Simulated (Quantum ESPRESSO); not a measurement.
# AgCl: band-structure run (part 2 of 2)

AgCl (2 atoms in the cell); Kohn-Sham DFT of a periodic cell, LDA, SG15 PBE 1.2, no spin polarisation (Quantum ESPRESSO 7.5); cutoff 952.4 eV, 8×8×8 k-mesh, fermi-dirac of 0.05 eV. The structure derives from an entry of the Crystallography Open Database.

Geometry of the input (Å; fractional positions):
```
0.0000  2.7350  2.7350
2.7350  0.0000  2.7350
2.7350  2.7350  0.0000
Ag 0.0000  0.0000  0.0000
Cl 0.5000  0.5000  0.5000
```

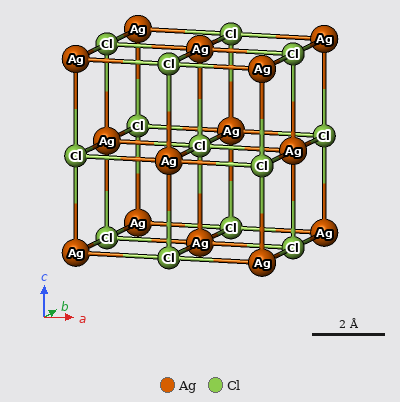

*The input geometry (ball-and-stick view of the cell 4 times as large as that of the calculation, set on its symmetry axes, seen slightly off an axis). An atom can appear more than once, as a periodic image.*

**Output, continued**
```
     iteration #  9     ecut=    70.00 Ry     beta= 0.50
     Davidson diagonalization with overlap
     ethr =  4.98E-12,  avg # of iterations =  2.0

     End of self-consistent calculation

          k = 0.0000 0.0000 0.0000 (  2733 PWs)   bands (ev):

   -81.3815 -44.6990 -44.6990 -44.6990  -6.6417   6.0883   6.0883   6.0883
     6.1324   6.1324   6.3376   6.3376   6.3376   9.3418  19.5882  19.5882
    19.5882  20.7975  21.9775  21.9778

          k = 0.0884 0.0884-0.0884 (  2725 PWs)   bands (ev):

   -81.3815 -44.6996 -44.6991 -44.6991  -6.5713   5.3703   5.4405   5.4405
     6.1505   6.1505   6.4262   7.1067   7.1067  10.1328  18.0937  19.2067
    19.2067  20.7896  20.7896  21.2894

          k = 0.1768 0.1768-0.1768 (  2731 PWs)   bands (ev):

   -81.3814 -44.7009 -44.6993 -44.6993  -6.3934   4.2418   4.8257   4.8257
     6.2946   6.2946   6.5782   7.9346   7.9346  11.5086  16.3939  17.8046
    17.8046  21.0553  21.0553  21.2112

          k = 0.2652 0.2652-0.2652 (  2740 PWs)   bands (ev):

   -81.3814 -44.7022 -44.6995 -44.6995  -6.2021   3.3897   4.4340   4.4340
     6.4454   6.4454   6.7628   8.5710   8.5710  12.4473  15.4538  16.6271
    16.6271  21.5705  21.9482  21.9482

          k =-0.3536-0.3536 0.3536 (  2764 PWs)   bands (ev):

   -81.3814 -44.7027 -44.6996 -44.6996  -6.1183   3.0758   4.2999   4.2999
     6.5101   6.5101   6.8536   8.8198   8.8198  12.6289  15.3245  16.1830
    16.1830  22.2072  22.5619  22.5619

          k = 0.1768 0.0000 0.0000 (  2722 PWs)   bands (ev):

   -81.3815 -44.6995 -44.6992 -44.6992  -6.5506   4.8535   5.7459   5.7459
     6.0313   6.1634   6.6847   6.6847   7.0654  10.4622  18.4316  18.5574
    19.0387  19.0387  22.6015  22.8688

          k = 0.2652 0.0884-0.0884 (  2732 PWs)   bands (ev):

   -81.3815 -44.7005 -44.6995 -44.6994  -6.4154   4.2284   5.1448   5.2298
     6.1104   6.3140   6.6614   7.1981   7.7283  11.6100  16.5820  17.4396
    18.4402  19.6085  22.2998  22.7044

          k = 0.3536 0.1768-0.1768 (  2742 PWs)   bands (ev):

   -81.3814 -44.7018 -44.6997 -44.6997  -6.2353   3.6431   4.5281   4.7055
     6.2763   6.4722   6.7456   7.8910   8.3132  12.6536  15.0981  16.7971
    17.4552  20.5578  22.6649  22.6694

          k =-0.2652-0.4419 0.4419 (  2735 PWs)   bands (ev):

   -81.3814 -44.7025 -44.6999 -44.6997  -6.1173   3.2688   4.3100   4.3977
     6.4393   6.5263   6.8208   8.4084   8.4926  13.1837  14.4180  16.6817
    16.6917  21.6463  22.7263  23.3856

          k =-0.1768-0.3536 0.3536 (  2731 PWs)   bands (ev):

   -81.3814 -44.7023 -44.7000 -44.6996  -6.1416   3.3305   4.3391   4.4497
     6.4534   6.4866   6.8057   8.0400   8.7761  13.1685  14.6312  16.5546
    16.6449  21.6261  22.5010  23.0840

          k =-0.0884-0.2652 0.2652 (  2735 PWs)   bands (ev):

   -81.3814 -44.7013 -44.6998 -44.6994  -6.2910   3.8258   4.5242   4.8921
     6.3083   6.4069   6.7287   7.4276   8.5603  12.3869  15.7118  16.8670
    17.2242  20.5055  22.4972  22.5749

          k = 0.0000-0.1768 0.1768 (  2745 PWs)   bands (ev):

   -81.3815 -44.7002 -44.6995 -44.6992  -6.4676   4.5832   4.9184   5.4281
     6.1826   6.2865   6.7438   6.8039   7.9179  11.1054  17.4243  17.5035
    18.5556  19.8538  21.7364  22.3358

          k = 0.3536 0.0000 0.0000 (  2706 PWs)   bands (ev):

   -81.3814 -44.7008 -44.6998 -44.6998  -6.3458   3.9496   5.4932   5.4932
     5.8952   6.2390   6.8832   6.8832   7.2828  12.0791  15.9365  17.3911
    18.8397  18.8397  23.3429  24.9476

          k = 0.4419 0.0884-0.0884 (  2739 PWs)   bands (ev):

   -81.3814 -44.7016 -44.7001 -44.7000  -6.2218   3.7767   4.9908   5.1235
     6.0250   6.4651   6.7850   7.1233   7.5974  12.2017  15.6084  16.8564
    18.6265  19.6367  23.5424  24.5471

          k =-0.1768-0.5303 0.5303 (  2720 PWs)   bands (ev):

   -81.3814 -44.7021 -44.7006 -44.7001  -6.1141   3.7332   4.4237   4.6866
     6.2414   6.5655   6.7702   7.6493   7.7329  12.5149  15.1465  16.8324
    17.9566  20.6329  23.1739  24.1334

          k =-0.0884-0.4419 0.4419 (  2723 PWs)   bands (ev):

   -81.3814 -44.7020 -44.7009 -44.6999  -6.0896   3.6148   4.4020   4.4295
     6.4316   6.5060   6.8015   7.3318   8.3817  13.3129  14.5999  16.5915
    17.3159  21.5579  21.7875  24.4815

          k = 0.0000-0.3536 0.3536 (  2720 PWs)   bands (ev):

   -81.3814 -44.7017 -44.7006 -44.6996  -6.1646   3.5847   4.3806   4.7183
     6.3937   6.4967   6.9628   6.9735   8.7352  13.6347  14.4911  16.3617
    17.0145  20.7774  23.0774  24.5626

          k = 0.5303 0.0000 0.0000 (  2730 PWs)   bands (ev):

   -81.3814 -44.7020 -44.7003 -44.7003  -6.1698   3.8586   5.4624   5.4624
     5.7613   6.3155   6.7731   6.7731   7.0929  11.3589  16.5759  16.8122
    19.5332  19.5332  24.0918  24.9382

          k =-0.0884-0.6187 0.6187 (  2730 PWs)   bands (ev):

   -81.3814 -44.7022 -44.7007 -44.7004  -6.1098   4.0278   4.9428   5.1383
     5.9930   6.5950   6.7030   6.8988   7.0128  11.2938  16.4476  16.9829
    19.4383  20.0850  23.7598  24.3435

          k = 0.0000-0.5303 0.5303 (  2726 PWs)   bands (ev):

   -81.3813 -44.7019 -44.7012 -44.7002  -6.0765   4.2027   4.2482   4.7059
     6.2428   6.5786   6.7766   6.9702   7.6411  12.1047  15.8658  16.7904
    18.4871  20.3679  22.5167  24.8487

          k =-0.7071 0.0000 0.0000 (  2762 PWs)   bands (ev):

   -81.3813 -44.7024 -44.7005 -44.7005  -6.1076   4.0881   5.5083   5.5083
     5.7065   6.3475   6.6467   6.6467   6.7551  10.7653  16.6295  17.3449
    20.2214  20.2214  24.0821  24.0822

          k = 0.3536 0.1768 0.0000 (  2742 PWs)   bands (ev):

   -81.3814 -44.7012 -44.7000 -44.6996  -6.2855   3.8408   4.7383   5.1136
     6.1971   6.4239   6.8881   6.9235   8.1753  12.5013  15.4992  16.7580
    18.0433  19.8135  23.0195  24.1230

          k =-0.2652-0.4419 0.6187 (  2729 PWs)   bands (ev):

   -81.3814 -44.7019 -44.7004 -44.6998  -6.1497   3.6042   4.4240   4.6851
     6.3325   6.5179   6.8004   7.3573   8.3816  13.2067  14.6393  16.5686
    17.4268  20.7653  23.2283  23.9845

          k =-0.1768-0.3536 0.5303 (  2724 PWs)   bands (ev):

   -81.3814 -44.7022 -44.7005 -44.6999  -6.0916   3.5292   4.3625   4.4236
     6.4351   6.5112   6.7864   7.7080   8.2566  13.5900  14.1771  16.7410
    17.1227  21.6819  22.3018  23.8355

          k =-0.1768-0.5303 0.7071 (  2719 PWs)   bands (ev):

   -81.3814 -44.7019 -44.7006 -44.7002  -6.1363   3.8475   4.7234   4.9710
     6.2025   6.5271   6.7944   6.8664   7.6347  12.0447  15.9915  16.5214
    18.5292  20.2889  23.6565  24.8622

          k =-0.0884-0.4419 0.6187 (  2728 PWs)   bands (ev):

   -81.3814 -44.7019 -44.7011 -44.7003  -6.0789   4.0168   4.3846   4.6342
     6.3538   6.5661   6.7325   7.0406   7.6270  12.5544  15.6943  16.6613
    17.6822  21.1657  22.7316  24.2560

          k = 0.0000-0.3536 0.5303 (  2733 PWs)   bands (ev):

   -81.3814 -44.7017 -44.7012 -44.7001  -6.0845   3.8073   4.4360   4.5065
     6.4710   6.4861   6.8358   6.9571   8.0575  13.2057  15.0305  16.4330
    17.4782  21.5077  21.9444  24.9465

          k =-0.7071 0.1768 0.0000 (  2722 PWs)   bands (ev):

   -81.3813 -44.7022 -44.7008 -44.7005  -6.0862   4.1714   4.7019   4.9412
     6.2481   6.6299   6.6469   6.6720   7.1576  11.5676  16.4589  17.0262
    18.4256  20.9370  23.4745  24.0628

          k =-0.7071 0.3536 0.0000 (  2740 PWs)   bands (ev):

   -81.3813 -44.7015 -44.7015 -44.7005  -6.0645   4.2447   4.4475   4.4475
     6.6110   6.6110   6.6471   6.6520   7.4408  12.8146  16.5215  16.5215
    16.5572  22.3034  22.3034  24.0431

     the Fermi energy is     9.1569 ev

!    total energy              =    -317.45662352 Ry
     estimated scf accuracy    <          9.6E-11 Ry
     smearing contrib. (-TS)   =      -0.00000456 Ry
     internal energy E=F+TS    =    -317.45661896 Ry

     The total energy is F=E-TS. E is the sum of the following terms:
     one-electron contribution =    -167.27320313 Ry
     hartree contribution      =      92.18095751 Ry
     xc contribution           =     -32.46750018 Ry
     ewald contribution        =    -209.89687316 Ry

     convergence has been achieved in   9 iterations

     Forces acting on atoms (cartesian axes, Ry/au):

     atom    1 type  1   force =     0.00000000    0.00000000   -0.00000000
     atom    2 type  2   force =    -0.00000000    0.00000000   -0.00000000

     Total force =     0.000000     Total SCF correction =     0.000000

     Computing stress (Cartesian axis) and pressure

          total   stress  (Ry/bohr**3)                   (kbar)     P=      -34.91
  -0.00023731   0.00000000  -0.00000000          -34.91        0.00       -0.00
   0.00000000  -0.00023731   0.00000000            0.00      -34.91        0.00
  -0.00000000   0.00000000  -0.00023731           -0.00        0.00      -34.91

=------------------------------------------------------------------------------=
   JOB DONE.
=------------------------------------------------------------------------------=
```

**File pp_potential.out**
```
This program is part of the open-source Quantum ESPRESSO suite
     for quantum simulation of materials; please cite
         "P. Giannozzi et al., J. Phys.:Condens. Matter 21 395502 (2009);
         "P. Giannozzi et al., J. Phys.:Condens. Matter 29 465901 (2017);
         "P. Giannozzi et al., J. Chem. Phys. 152 154105 (2020);
          URL
     in publications or presentations arising from this work. More details at

     ./tmp/pwscf.save/

     IMPORTANT: XC functional enforced from input :
     Exchange-correlation= PZ
                           (   1   1   0   0   0   0   0)
     Any further DFT definition will be discarded
     Please, verify this is what you really want

     G-vector sticks info
     --------------------
     sticks:   dense  smooth     PW     G-vecs:    dense   smooth      PW
     Sum        1039    1039    313                22075    22075    3527

     Using Slab Decomposition

     Calling punch_plot, plot_num =  11
     Writing data to file  potential.dat
     Reading data from file  potential.dat

     Writing data to be plotted to file potential.cube
     Plot Type: 3D                     Output format: Gaussian cube

=------------------------------------------------------------------------------=
   JOB DONE.
=------------------------------------------------------------------------------=
```

**File pp_elf.out**
```
This program is part of the open-source Quantum ESPRESSO suite
     for quantum simulation of materials; please cite
         "P. Giannozzi et al., J. Phys.:Condens. Matter 21 395502 (2009);
         "P. Giannozzi et al., J. Phys.:Condens. Matter 29 465901 (2017);
         "P. Giannozzi et al., J. Chem. Phys. 152 154105 (2020);
          URL
     in publications or presentations arising from this work. More details at

     ./tmp/pwscf.save/

     IMPORTANT: XC functional enforced from input :
     Exchange-correlation= PZ
                           (   1   1   0   0   0   0   0)
     Any further DFT definition will be discarded
     Please, verify this is what you really want

     G-vector sticks info
     --------------------
     sticks:   dense  smooth     PW     G-vecs:    dense   smooth      PW
     Sum        1039    1039    313                22075    22075    3527

     Using Slab Decomposition

     Calling punch_plot, plot_num =   8
     Message from routine do_elf_kin:
     elf/kin + US not fully implemented
     Writing data to file  elf.dat
     Reading data from file  elf.dat

     Writing data to be plotted to file elf.cube
     Plot Type: 3D                     Output format: Gaussian cube

=------------------------------------------------------------------------------=
   JOB DONE.
=------------------------------------------------------------------------------=
```

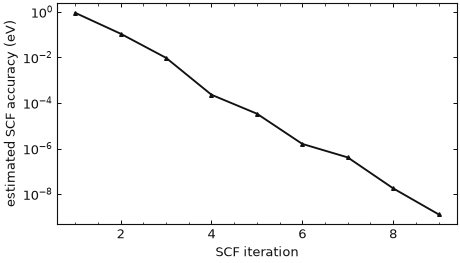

*Convergence of the self-consistent field: estimated SCF accuracy against the iteration.*

The field takes 9 iterations in all.
